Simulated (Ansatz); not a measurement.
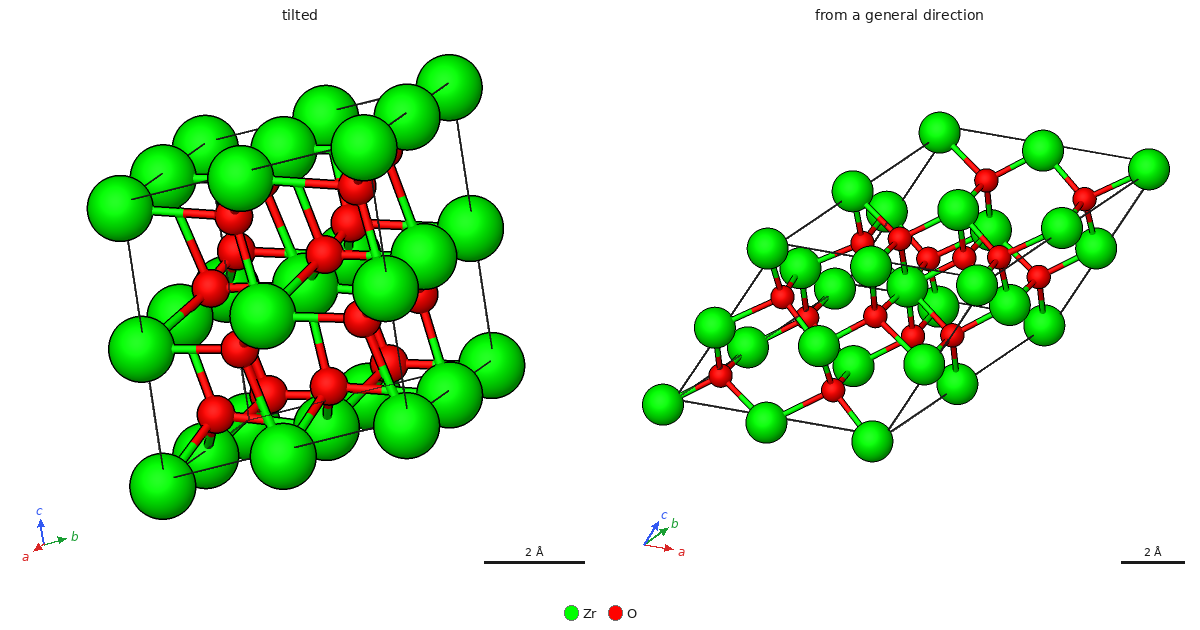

Crystal structure, ball-and-stick style, seen slightly off an axis and from a general direction. The supercell is drawn as a box. The host is ZrO2, in a cell of 24 sites, and the cell carries a charge of +1.

> Which defect is modelled here, and what are its neighbours?

An oxygen vacancy. Around the empty site lie five O and four Zr at about 2.2 to 2.4 Å.

Electronic-structure method: DFT PBE, scalar-relativistic, plane waves, PAW (Ansatz). Parameters: wavefunction cutoff 420 eV, Brillouin-zone sampling on a 2×2×2 mesh, Gaussian smearing of 0.01 eV, collinear spins.

> Does the defect leave unpaired spin?

Yes, 1.0 μB in the cell.

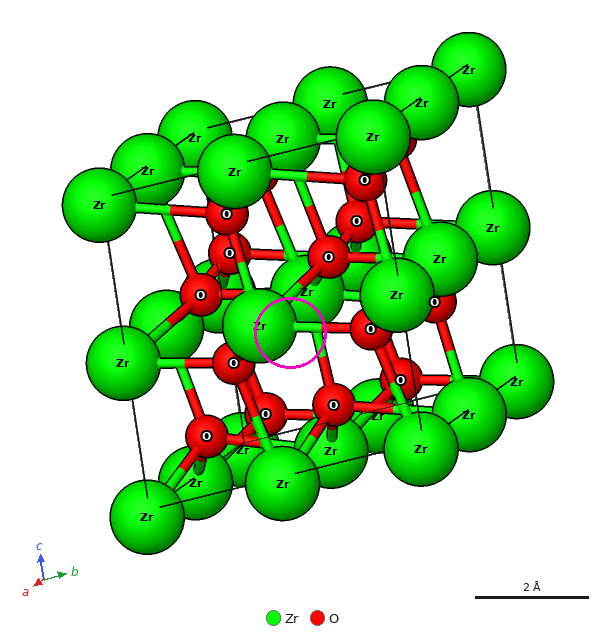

The same cell with a ring at the defect's site.

The atoms were relaxed in the host's cell with Ansatz, DFT PBE, scalar-relativistic, plane waves, PAW.
